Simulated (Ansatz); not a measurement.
Si

The calculation's input:

```
crystal:
  lattice:
    - [0.0, 3.0850477864, 4.5759860585]
    - [3.0636006668, 0.0, 4.5759860585]
    - [3.0636006668, 3.0850477864, 0.0]
  atoms:
    - { symbol: Si, position: [0.75, 0.75, 0.75] }
    - { symbol: Si, position: [0.25, 0.25, 0.25] }
    - { symbol: Si, position: [0.6282848914, 0.6282848914, 0.3717151086] }
    - { symbol: Si, position: [0.3717151086, 0.3717151086, 0.6282848914] }
basis:
  ecutwfc: 420
kpoints:
  mp_grid: { grid: [12, 12, 12] }
hamiltonian:
  xc: pbe
scf:
  occupations: { method: gaussian, width: 0.1 }
output:
  forces: true
  stress: true
  eigenvalues: true
  write_density: true
  write_potential: true
  elf: true
  volumetric_format: npy
relax:
  adjacent_minimum: "off"
  f_tol: 0.01
  max_steps: 80
  cell: { stress_tol: 0.05 }
```

Run with:

```sh
ansatz run input.yaml --threads 1 --pin off --max-ram 2560MiB --backend cpu --events-out ev --progress --plain --runs-dir out
```

Below, planes, directions and counts refer to the conventional cell (a = 4.36 Å, b = 4.36 Å, c = 9.11 Å, α = 90.00°, β = 90.00°, γ = 90.02°).

The fields are those of the relaxed geometry.

Space group I4/mmm; a structure generated by program, which may or may not match a known phase.

The calculation used DFT PBE, scalar-relativistic, plane waves, PAW in Ansatz.

Question: What will maps of the valence pseudo-density and electron localisation function show?

Answer: Si–Si (2.34 Å): the density is about 0.58 e/Å³ at the midpoint; the ELF peaks at about 0.95 between the atoms.
Si–Si (2.44 Å): the density is about 0.47 e/Å³ at the midpoint; the ELF peaks at about 0.90 between the atoms.

Question: Does the calculation make it a metal, or give it a gap?

Answer: It is gapless in this calculation (a metal or semimetal).

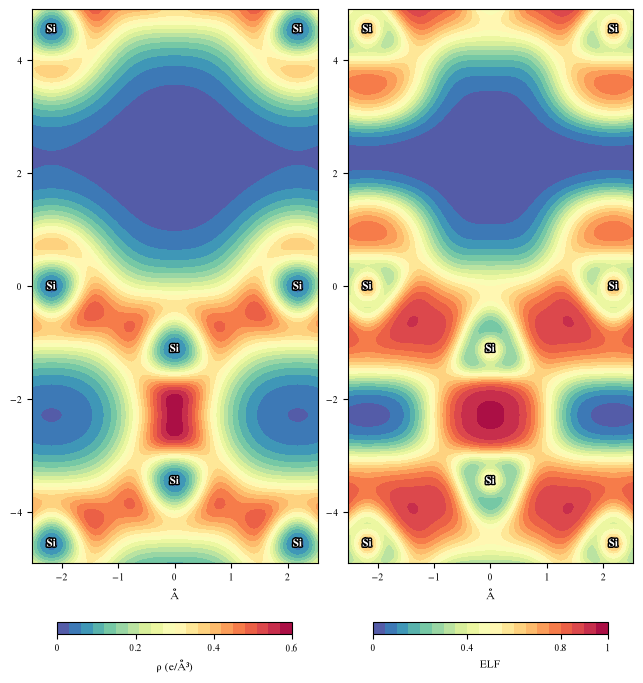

Computed valence pseudo-density and electron localisation function on the (010) plane of the conventional cell, in this order. 

The density is the valence pseudo-density of a PAW calculation; it isn't the true density close to the nuclei.
